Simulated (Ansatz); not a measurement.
## Geometry relaxation, with input and output: TiSi2 (part 1 of 2)

- system: TiSi2 (Fddd, 6 atoms in the cell)
- method: DFT r2SCAN, scalar-relativistic, plane waves, PAW, no spin polarisation (Ansatz 0.2.0)

The structure derives from an entry of the Crystallography Open Database. It belongs to a series of runs on one base structure; here: volume × 1.06, shape and atoms relaxed. Figures and captions count atoms from 1; the log counts them from 0 in places.

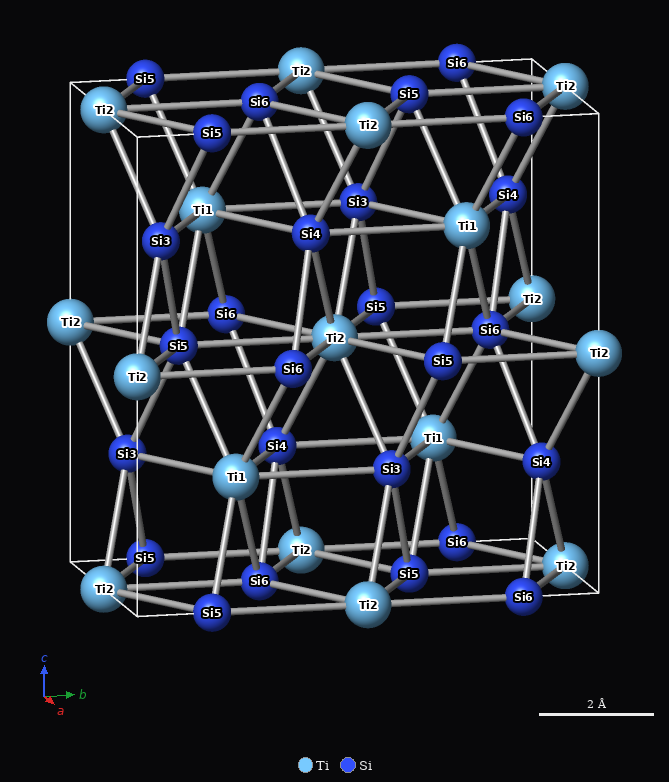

**Figure 1.** The structure as given in the input (ball-and-stick view of the cell 4 times as large as that of the calculation, set on its symmetry axes, seen slightly off an axis; atoms are numbered from 1 in the order of the input).

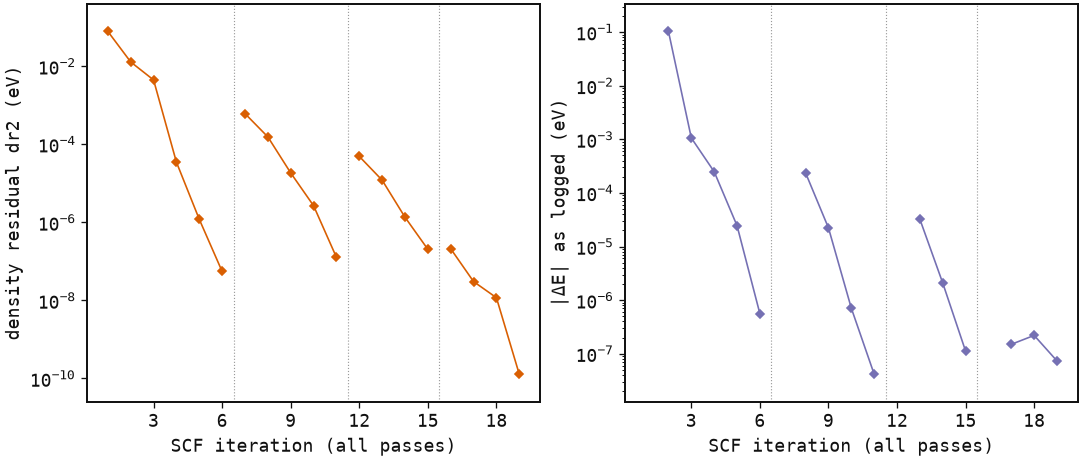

**Figure 2.** Convergence of the self-consistent field: density residual dr2 and size of the energy change against the SCF iteration. The dotted lines part the SCF passes of the relaxation: geometry steps, rejected trials and re-solves on a re-selected basis. The passes take 6, 5, 4 and 4 iterations.

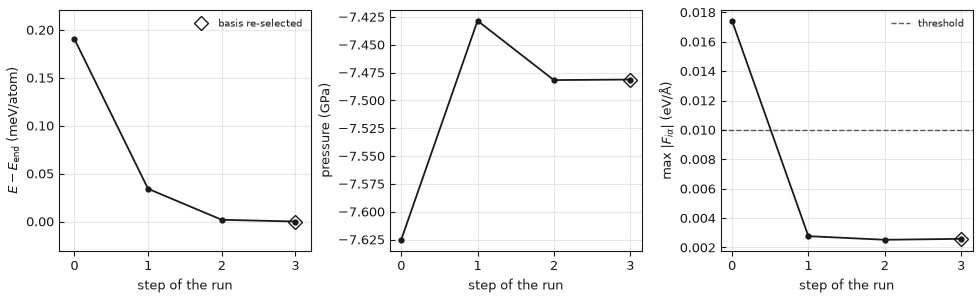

**Figure 3.** Progress of the relaxation, step by step (the first geometry is step 0 here and step 1 in the log). Over 2 geometry steps the energy falls by 0.2 meV per atom. Largest force component: 0.017 eV/Å at the start, 0.0026 eV/Å at the end. The pressure goes from −7.63 to −7.48 GPa. No atom moves by more than 0.005 Å relative to the cell. Among the contacts that change: Ti1–Si3 2.839 → 2.848 Å, Si3–Si5 2.563 → 2.558 Å. The space group stays Fddd (No. 70). A last SCF at the same geometry on a re-selected plane-wave basis shifts the energy by next to nothing (0.0 meV per atom). (Atoms are counted from 1 in the order of the input.)

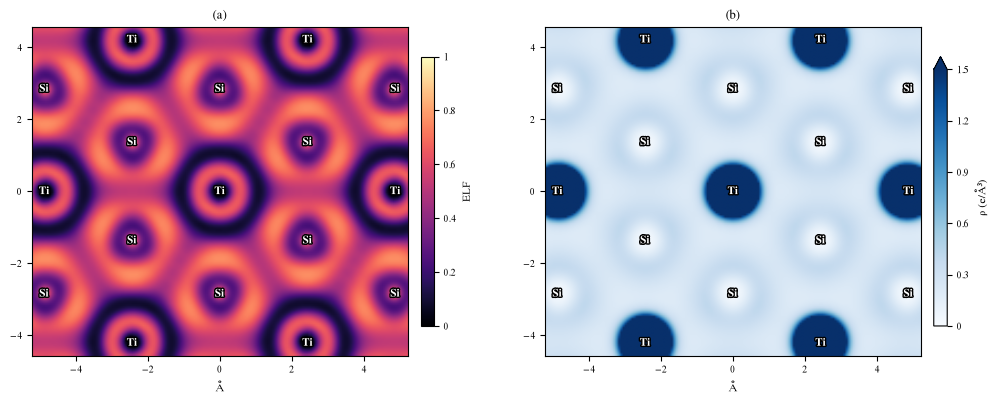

**Figure 4.** (a) electron localisation function; (b) valence pseudo-density on the (001) plane of the conventional cell. The section cuts through Ti and Si sites. Ti–Si (2.80 Å): ρ is about 0.25 e/Å³ halfway; the ELF is about 0.45 at the midpoint. Ti–Si (2.85 Å): ρ is about 0.22 e/Å³ halfway; the ELF is about 0.40 at the midpoint. Away from the nuclei the density in this plane falls to 0.19 e/Å³ at its lowest. The strong features right at Ti lie inside the PAW spheres (semicore, d or f shells) and say nothing about bonding. The fields are those of the smooth PAW valence density.

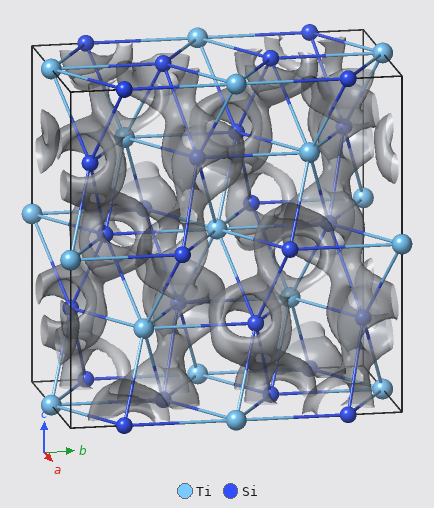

**Figure 5.** Isosurface of the electron localisation function at 0.7 (grey), seen slightly off an axis. Only the valence region is drawn (cores and ρ < 0.01 e/Å³ removed). Sticks mark near contacts. The outline is the cell set on symmetry axes. The ELF exceeds this value in channels that run through the cell in one direction, counted in one cell of 24 atoms. Along the contacts the grid gives the following. Si–Si (2.56 Å): the ELF peaks at about 0.80 between the atoms, as expected for localised, shared-pair bonding. Ti–Si (2.59 Å): the ELF is about 0.40 at the midpoint.

These pictures come from the run below.

### Input file
```yaml
crystal:
  lattice:
    - [0.0, 4.2057478024, 4.3302332456]
    - [2.4383863914, 0.0, 4.3302332456]
    - [2.4383863914, 4.2057478024, 0.0]
  atoms:
    - { symbol: Ti, position: [0.75, 0.75, 0.75] }
    - { symbol: Ti, position: [0.5, 0.5, 0.5] }
    - { symbol: Si, position: [0.0875564208, 0.4124435792, 0.0875564208] }
    - { symbol: Si, position: [0.4124435792, 0.0875564208, 0.4124435792] }
    - { symbol: Si, position: [0.1624435792, 0.8375564208, 0.1624435792] }
    - { symbol: Si, position: [0.8375564208, 0.1624435792, 0.8375564208] }
basis:
  ecutwfc: 500
kpoints:
  mp_grid: { grid: [10, 10, 10] }
hamiltonian:
  xc: r2scan
scf:
  occupations: { method: gaussian, width: 0.1 }
output:
  forces: true
  stress: true
  eigenvalues: true
  write_density: true
  write_potential: true
  elf: true
  volumetric_format: npy
relax:
  adjacent_minimum: "off"
  f_tol: 0.01
  max_steps: 30
  cell: { stress_tol: 0.1, fix: [volume] }
```

Run as:
```bash
ansatz run input.yaml --threads 2 --pin off --max-ram 5120MiB --backend cpu --events-out ev --progress --plain --runs-dir out
```

### What the program printed
```
Engine: ansatz 0.2.0, aarch64-unknown-linux-gnu
Pseudopotentials: kind: paw
Pseudopotential: Ti, paw, valence charge 12, recommended cutoff 500 eV (meta_gga), Ti.paw.azcp
Pseudopotential: Si, paw, valence charge 4, recommended cutoff 500 eV (meta_gga), Si.paw.azcp
Functional definition: r2SCAN
  parameter k0 = 0.174
  parameter k1 = 0.065
  parameter a1 = 4.9479
  exchange = r2scan_x(k0 = k0, k1 = k1, a1 = a1)
  correlation = r2scan_c
Crystal: 6 atoms, lattice volume = 88.815 Å³
Basis set: ecut = 500 eV, 2221 PW (Γ), exchange–correlation on 180×160×144 points (64 copies of the dense FFT grid, shifted against one another)
Bands: 26, of which v1, the nominal top of the filled ones, is band 20 counted from 1 (19 counted from 0)
Symmetry: 8 space group operations
Space group: Fddd (ITA 70), of the structure as read, at distance tolerance 4.5e-5 Å
k-points: 171 of 1000
Non-local potential: Ti, projectors of the file, l = 0: 3, l = 1: 2, l = 2: 3, l = 3: 1
Non-local potential: Si, projectors of the file, l = 0: 2, l = 1: 2, l = 2: 2
PAW form: soft (Blöchl's): semilocal exchange-correlation on the pseudo side does not see the compensation charge
PAW frozen core: Ti, regenerated for the run's functional (the file was generated under x = pbe(κ = 0.804, μ = 0.2195149727645171), c = pbe(β = 0.06672455060314922))
PAW frozen core: Si, regenerated for the run's functional (the file was generated under x = pbe(κ = 0.804, μ = 0.2195149727645171), c = pbe(β = 0.06672455060314922))
PAW one-centre angular grid: Ti, 590 points (default); XC on 160 Gauss nodes
PAW one-centre angular grid: Si, 302 points (default); XC on 160 Gauss nodes
Initial density: superposition of atomic densities (neutral atoms: chi_scale 0, normalization atom), corrected by the library's trained network
Initial wavefunctions: pseudopotential atomic-orbital guess
Functional: x = r2scan, c = r2scan; τ floored in thin density (d = 2e-4 eV/Å³)
SCF iter   1: F=—  HF=-7567.957495 eV  |F-HF|=—  |Δ(HF+E_count)|=         —  Δρ=9.67e-3  dr2=7.75e-2  dr2_τ=3.94e-2  ethr=1.77e-3  ⟨swp⟩=6.1  Hψ=22225  notcnv=0
preconditioner: auto → Kerker (q_TF=auto, 2.389 Å⁻¹)  [metal: Δε(μ)=0.012 eV  Ē_g=6.627 eV  σ=0.100 eV  W_gap=0.07  n_scr=16 (ndim 8)  ℏωp=19.3 eV  f_vac=0.000  D(μ)=2.10/eV (n_scr^D=12)]
SCF iter   2: F=—  HF=-7568.060030 eV  |F-HF|=—  |Δ(HF+E_count)|=   1.03e-1  Δρ=3.82e-3  dr2=1.28e-2  dr2_τ=1.34e-3  ethr=1.94e-4  ⟨swp⟩=2.0  Hψ=9686  notcnv=0  defer=234
SCF iter   3: F=—  HF=-7568.061093 eV  |F-HF|=—  |Δ(HF+E_count)|=   1.06e-3  Δρ=2.35e-3  dr2=4.43e-3  dr2_τ=8.99e-5  ethr=3.20e-5  ⟨swp⟩=1.1  Hψ=4231  notcnv=0  defer=234
SCF iter   4: F=—  HF=-7568.061341 eV  |F-HF|=—  |Δ(HF+E_count)|=   2.49e-4  Δρ=2.10e-4  dr2=3.46e-5  dr2_τ=9.58e-7  ethr=1.11e-5  ⟨swp⟩=2.0  Hψ=6274  notcnv=0  defer=234
SCF iter   5: F=—  HF=-7568.061366 eV  |F-HF|=—  |Δ(HF+E_count)|=   2.45e-5  Δρ=4.36e-5  dr2=1.19e-6  dr2_τ=7.80e-8  ethr=8.66e-8  ⟨swp⟩=2.1  Hψ=7172  notcnv=0  defer=234
SCF iter   6: F=-7568.061366 eV  HF=-7568.061366 eV  |F-HF|=1.36e-8  |Δ(HF+E_count)|=   5.59e-7  Δρ=8.24e-6  dr2=5.49e-8  dr2_τ=6.35e-10  ethr=2.50e-10  ⟨swp⟩=13.1  Hψ=31767  notcnv=0
SCF 1 converged in 6 iterations: F = -7568.061366 eV  dr2 = 5.49e-8
  greatest PAW one-centre occupation: 1.001 electrons in one spin orbital (limit 2), on the Ti atom at site 1 (counted from 0), in its partial waves of l = 1
relax step   1: F+E_penalty+E_count = -7568.06136622 eV  Δ(F+E_penalty+E_count) = +0.000e0 eV  max|allowed force component| = 1.743e-2 eV/Å  Δτ_max = 0.0000 Å  P = -7.625 GPa  Ω = 88.815 Å³  fix = [volume]  reactions: volume -7.625 GPa  (6 SCF iters, dr2 threshold 1.00e-7 eV, accepted)
Initial density: handed on by an earlier stage of this run
Initial wavefunctions: those handed on with the density
iter 1 solved again at ethr=1.50e-6 eV; its pass at ethr=3.10e-3 eV (dr2=6.00e-4 eV) is discarded
SCF iter   1: F=—  HF=-7568.062091 eV  |F-HF|=—  |Δ(HF+E_count)|=         —  Δρ=8.44e-4  dr2=6.08e-4  dr2_τ=5.21e-4  ethr=1.50e-6  ⟨swp⟩=2.0  Hψ=22884  notcnv=0
preconditioner: auto → Kerker (q_TF=auto, 2.389 Å⁻¹)  [metal: Δε(μ)=0.002 eV  Ē_g=6.549 eV  σ=0.100 eV  W_gap=0.01  n_scr=16 (ndim 8)  ℏωp=19.3 eV  f_vac=0.000  D(μ)=2.08/eV (n_scr^D=12)]
SCF iter   2: F=—  HF=-7568.062327 eV  |F-HF|=—  |Δ(HF+E_count)|=   2.36e-4  Δρ=4.03e-4  dr2=1.54e-4  dr2_τ=2.72e-6  ethr=1.50e-6  ⟨swp⟩=2.9  Hψ=7795  notcnv=0
SCF iter   3: F=—  HF=-7568.062305 eV  |F-HF|=—  |Δ(HF+E_count)|=   2.23e-5  Δρ=1.33e-4  dr2=1.84e-5  dr2_τ=7.27e-7  ethr=3.84e-7  ⟨swp⟩=1.4  Hψ=5127  notcnv=0
SCF iter   4: F=—  HF=-7568.062304 eV  |F-HF|=—  |Δ(HF+E_count)|=   7.09e-7  Δρ=4.97e-5  dr2=2.66e-6  dr2_τ=1.61e-7  ethr=4.59e-8  ⟨swp⟩=2.5  Hψ=6720  notcnv=0
SCF iter   5: F=-7568.062304 eV  HF=-7568.062304 eV  |F-HF|=6.09e-8  |Δ(HF+E_count)|=   4.15e-8  Δρ=1.54e-5  dr2=1.27e-7  dr2_τ=8.96e-9  ethr=1.50e-9  ⟨swp⟩=9.5  Hψ=30529  notcnv=0
SCF 2 converged in 5 iterations: F = -7568.062304 eV  dr2 = 1.27e-7
relax step   2: F+E_penalty+E_count = -7568.06230393 eV  Δ(F+E_penalty+E_count) = -9.377e-4 eV  max|allowed force component| = 2.771e-3 eV/Å  Δτ_max = 0.0023 Å  P = -7.428 GPa  Ω = 88.815 Å³  energy of the carried Pulay correction = +7.018e-18 eV  fix = [volume]  reactions: volume -7.428 GPa  (5 SCF iters, dr2 threshold 6.00e-7 eV, accepted)
Basis set: ecut = 500 eV, 2213 PW (Γ), exchange–correlation on 180×160×144 points (64 copies of the dense FFT grid, shifted against one another)
iter 1 solved again at ethr=1.21e-7 eV; its pass at ethr=3.10e-3 eV (dr2=4.83e-5 eV) is discarded
```
